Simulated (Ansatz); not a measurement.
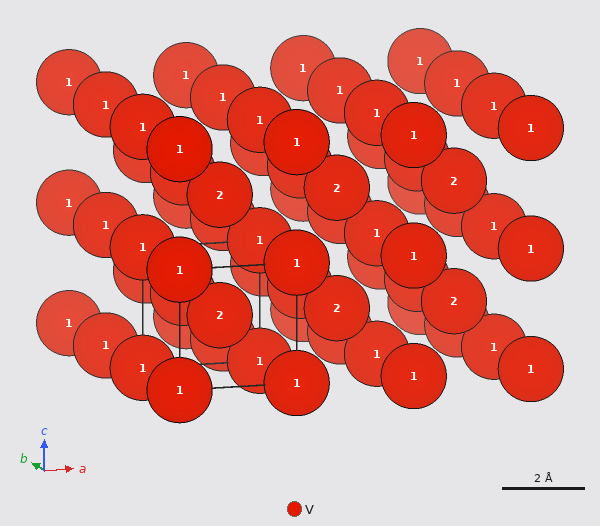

Reference structure: a crystal of V (set up in Im-3m). The picture is a spheres-only view of the cell of the calculation, repeated 3 × 3 × 2 with one cell outlined, seen slightly off an axis.

These are results of Ansatz, DFT PBE, scalar-relativistic, plane waves, PAW, not measurements. Settings: plane-wave cutoff 420 eV; k-point mesh 18 × 18 × 18; occupations gaussian; smearing width 0.1 eV; no spin polarisation.

Now this is done to it. Equal strain along all axes, −4.0 %, is applied. Symmetry leaves the atoms no freedom, so this is a single point.

Input file:
```yaml
crystal:
  lattice:
    - [2.8772881438, 0.0, 0.0]
    - [0.0, 2.8772881438, 0.0]
    - [0.0, 0.0, 2.8772881438]
  atoms:
    - { symbol: V, position: [0.0, 0.0, 0.0] }
    - { symbol: V, position: [0.5, 0.5, 0.5] }
basis:
  ecutwfc: 420
kpoints:
  mp_grid: { grid: [18, 18, 18] }
hamiltonian:
  xc: pbe
scf:
  occupations: { method: gaussian, width: 0.1 }
output:
  forces: true
  stress: true
  eigenvalues: true
```

Launched with:
```bash
ansatz run input.yaml --threads 1 --pin off --max-ram 2560MiB --backend cpu --events-out ev --progress --plain --runs-dir out
```

### Predict the response.

It costs 123 meV per atom. The pressure goes from 0.0 to 28.0 GPa. All forces vanish by symmetry. Near-neighbour distances before and after: V–V 2.997 → 2.877 Å, V–V 2.596 → 2.492 Å. The space group stays Im-3m (No. 229).

Drawn alike, the variant:

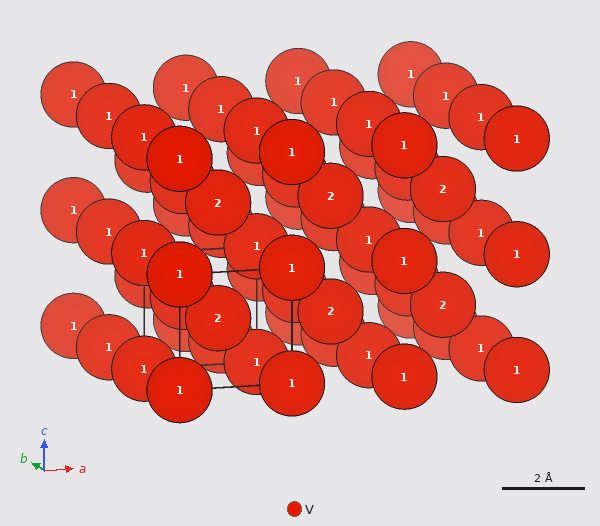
